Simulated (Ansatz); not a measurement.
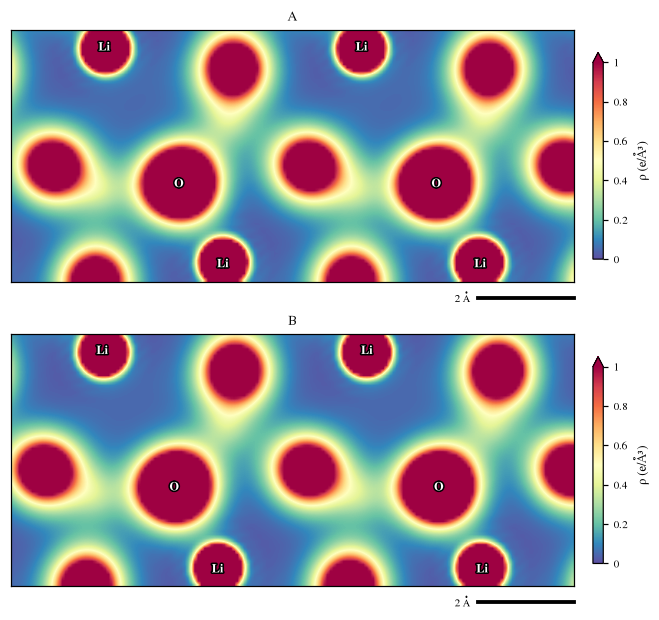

LiNbO$_{3}$. The valence charge density (pseudo) of two cells that differ in size and shape, on the (100) plane of each (indices in the axes of the calculation cell), at one length scale and on one colour scale: B has 10.6 Å³ an atom and A 10.2.

The calculation used DFT, PBE, plane-wave PAW, default files, scalar-relativistic, frozen cores (Ansatz).

### What changes from the larger cell to the smaller?

From the larger cell to the smaller, Li–O goes from 1.93 to 1.90 Å, and the density at its midpoint from 0.38 to 0.41 e/Å³; the pressure goes from 3.9 to 11 GPa; the Kohn–Sham gap goes from 2.6 eV to 2.7 eV.
